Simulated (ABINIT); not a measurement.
# SiC (F-43m): a self-consistent loop beyond G0W0, cycle by cycle, part 2 of 2

Wanted: G0W0 and self-consistent gaps of SiC (F-43m), with the cost of the cycles.

ABINIT 10.8.3; PBE and many-body steps on it, plane waves. Known limits of the many-body steps: not at the basis limit.

So far. Step 10 (evGW, cycle 1): Against G0W0 in ABINIT (6×6×6 mesh, 157 bands, screening to 261.2 eV, Godby-Needs plasmon pole), the gap moves by +0.317 eV. Step 13 (evGW, cycle 2): Against the cycle before, the gap moves by +0.020 eV.

### 14. Screening, 6×6×6 mesh, 157 bands, screening to 261.2 eV

This step: RPA screening on PBE, plane waves, norm-conserving pseudopotentials.

Input file run.abi:

```
acell 3*1.0 Angstrom
rprim 
  -0.000000000000 2.179000000000 2.179000000000
  2.179000000000 -0.000000000000 2.179000000000
  2.179000000000 2.179000000000 -0.000000000000
ntypat 2
znucl 14 6
natom 2
typat 1 2
xred 
  0.000000000000 0.000000000000 0.000000000000
  0.250000000000 0.250000000000 0.250000000000
pp_dirpath "pseudos"
pseudos "Si.upf, C.upf"
ecut 37
ngkpt 6 6 6
nshiftk 1
shiftk 0 0 0
kptopt 1
chksymbreak 0
istwfk *1
occopt 1
irdwfk 1
optdriver 3
nband 157
ecuteps 9.6
inclvkb 2
awtr 1
symchi 1
gwcalctyp 10
mbpt_sciss 1.514 eV
nqptdm 1
qptdm 
  0 0 0
indata_prefix "in"
outdata_prefix "out"
tmpdata_prefix "tmp"
```

Launch:

```console
$ OMP_NUM_THREADS=1 mpirun -n 4 abinit run.abi > log
```

Wall time 4.5 s (4 MPI ranks of Arm Neoverse V1, shared host); peak memory 0.63 GiB; 18 s of CPU time.

Numbers from this step:

```yaml
eps_infinity_with_local_fields_on_this_mesh_along_the_program_s_q_direction: 6.079
the_same_without_local_fields: 6.575
plasma_frequency: 23.09 eV
plane_waves_in_the_screening_matrix: 181
```

This screening uses the functional's bands under a rigid shift, the mean opening of the cycle before.

### 15. Screening, 6×6×6 mesh, 157 bands, screening to 261.2 eV

This step: RPA screening on PBE from quasiparticle energies, plane waves, norm-conserving pseudopotentials.

run.abi: that of step 14 with these lines changed.

```diff
@@ -29,7 +29,21 @@
 symchi 1
+irdqps 1
 gwcalctyp 10
-mbpt_sciss 1.514 eV
-nqptdm 1
+nqptdm 15
 qptdm 
-  0 0 0
+  0.1666666667 0.0000000000 0.0000000000
+  0.3333333333 0.0000000000 0.0000000000
+  0.5000000000 0.0000000000 0.0000000000
+  0.1666666667 0.1666666667 0.0000000000
+  0.3333333333 0.1666666667 0.0000000000
+  0.5000000000 0.1666666667 0.0000000000
+  -0.3333333333 0.1666666667 0.0000000000
+  -0.1666666667 0.1666666667 0.0000000000
+  0.3333333333 0.3333333333 0.0000000000
+  0.5000000000 0.3333333333 0.0000000000
+  -0.3333333333 0.3333333333 0.0000000000
+  0.5000000000 0.5000000000 0.0000000000
+  0.5000000000 0.3333333333 0.1666666667
+  -0.3333333333 0.3333333333 0.1666666667
+  -0.3333333333 0.5000000000 0.1666666667
 indata_prefix "in"
```

Input file mrgscr.stdin:

```
2
merged
q0_SCR
out_SCR
1
```

Launch:

```console
$ OMP_NUM_THREADS=1 mpirun -n 4 abinit run.abi > log; mrgscr < mrgscr.stdin
```

Elapsed: 70 s, on 4 MPI ranks; peak memory 0.98 GiB; 4.7 min of CPU time.

Numbers from this step:

```yaml
plasma_frequency: 23.09 eV
plane_waves_in_the_screening_matrix: 181
```

This screening reads the quasiparticle levels of the cycle before.

### 16. evGW, cycle 3

This step: evGW on PBE, plane waves, norm-conserving pseudopotentials.

run.abi: that of step 15 with these lines changed.

```diff
@@ -23,12 +23,10 @@
 irdwfk 1
-optdriver 3
+optdriver 4
 nband 157
-ecuteps 9.6
-inclvkb 2
-awtr 1
-symchi 1
-irdqps 1
 gwcalctyp 10
-nqptdm 15
-qptdm 
+ecutsigx 37
+symsigma 1
+nkptgw 16
+kptgw 
+  0.0000000000 0.0000000000 0.0000000000
   0.1666666667 0.0000000000 0.0000000000
@@ -48,2 +46,23 @@
   -0.3333333333 0.5000000000 0.1666666667
+bdgw 
+  1 8
+  1 8
+  1 8
+  1 8
+  1 8
+  1 8
+  1 8
+  1 8
+  1 8
+  1 8
+  1 8
+  1 8
+  1 8
+  1 8
+  1 8
+  1 8
+ecuteps 9.6
+irdscr 1
+ppmodel 1
+irdqps 1
 indata_prefix "in"
```

Launch:

```console
$ OMP_NUM_THREADS=1 mpirun -n 4 abinit run.abi > log
```

It took 11 min on 4 MPI ranks; peak memory 1.1 GiB; 45 min of CPU time.

This step gave:

```yaml
quasiparticle_gap_on_the_mesh: 2.461 eV
gap_of_the_density_functional_on_the_mesh: 1.361 eV
k_of_the_valence_top: 0, 0, 0
k_of_the_conduction_bottom: 0.5, 0.5, 0
least_direct_quasiparticle_gap_on_the_computed_points: 6.032 eV
```

Against the cycle before, the gap moves by +0.002 eV.

### 17. Side by side

Times are wall times on 4 MPI ranks of Arm Neoverse V1, shared host, good to a factor of about two. A run's time includes the screening step that it read.

```
           run   mesh  bands  screening cutoff (eV)  DFT gap (eV)  gap on the mesh (eV)  direct (eV)  ε∞ used    time
          G0W0  6×6×6    157                  261.2         1.361                 2.122        5.604     7.08    88 s
evGW0, cycle 1  6×6×6    157                  261.2         1.361                 2.317        5.890     7.08  12 min
evGW0, cycle 2  6×6×6    157                  261.2         1.361                 2.249        5.772     7.08  12 min
evGW0, cycle 3  6×6×6    157                  261.2         1.361                 2.252        5.783     7.08  12 min
 evGW, cycle 1  6×6×6    157                  261.2         1.361                 2.439        6.006     6.23  13 min
 evGW, cycle 2  6×6×6    157                  261.2         1.361                 2.459        6.030     6.09  13 min
 evGW, cycle 3  6×6×6    157                  261.2         1.361                 2.461        6.032     6.08  13 min
```

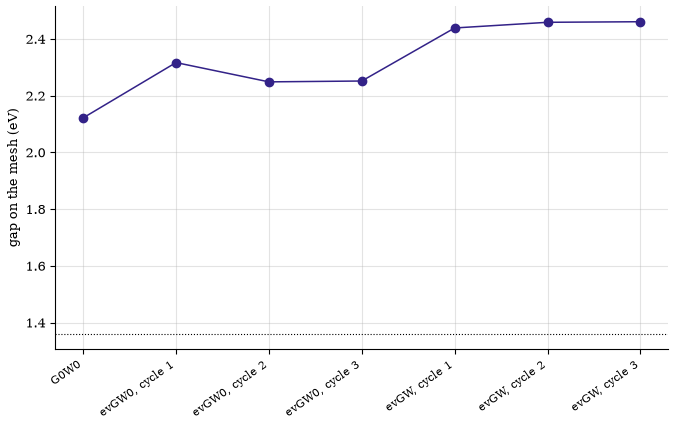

The gap through the cycles; the dotted line is the starting gap.

### 18. What came out

| Item | Value |
| --- | --- |
| G0W0 | 2.122 eV |
| evGW0, cycle 1 | 2.317 eV |
| evGW0, cycle 2 | 2.249 eV |
| evGW0, cycle 3 | 2.252 eV |
| evGW, cycle 1 | 2.439 eV |
| evGW, cycle 2 | 2.459 eV |
| evGW, cycle 3 | 2.461 eV |
| known limits | not at the basis limit |

What this shows: Only the bands that the input lists are updated; the others, empty or deep, keep the functional's energies or take a rigid shift. The evGW loop starts from the last levels of evGW0, so its cycles and time come on top of those. evGW0 ends at 2.25 eV, +0.13 eV from G0W0, after 3 cycles that took 34 min beside the first screening; the last moved the gap by 0.003 eV. evGW ends at 2.46 eV, +0.34 eV from G0W0, after 3 cycles that took 38 min beside the first screening; the last moved the gap by 0.002 eV. The first cycle of evGW0 takes the full correction, without the factor Z, so it overshoots the one-shot value. Against experiment, by evGW, cycle 3: the gap of 2.46 eV lies +0.06 eV from the measured 2.4 eV (indirect, 2018); the gap of 2.46 eV lies +0.07 eV from the measured 2.39 eV (kind not stated, quoted 2020). These are gaps on the mesh, at modest bands and cutoff. The calculation has static nuclei and no excitons; a measured gap holds zero-point and thermal motion, which mostly lowers it. Bands and cutoff are finite, so the gap is not at the basis limit. The miss can reach some tenths of an eV and take either sign; the mesh is an error of its own. In the updated screening the q = 0 part is built from Kohn-Sham bands under a rigid shift, the other q from the quasiparticle levels.

[Paths, hosts, dates, memory and timing lines, banners, echoed tables and standing remarks are left out of the program output.]

[Logs are printed without paths, hosts, clocks, repeated set-up lines and the standing remarks that a program may print on its own settings, such as how far it seeks lower states.]

[Runs of the session that timed out or met a known fault of the program may be left out.]

[Hosts, paths, dates, database ids (printed as entryN), source tags and the programs' standing remarks are cut or masked in the printed files.]

[G0W0 gaps are taken among the corrected bands and points alone; a level outside them can change the order at an edge.]

[Where Ansatz stands beside ABINIT at settings called matched, ABINIT's density can come from a denser mesh and the files from another edition; pairs whose starting gaps differed by over 0.03 eV were left out, so agreement reads better than it is.]
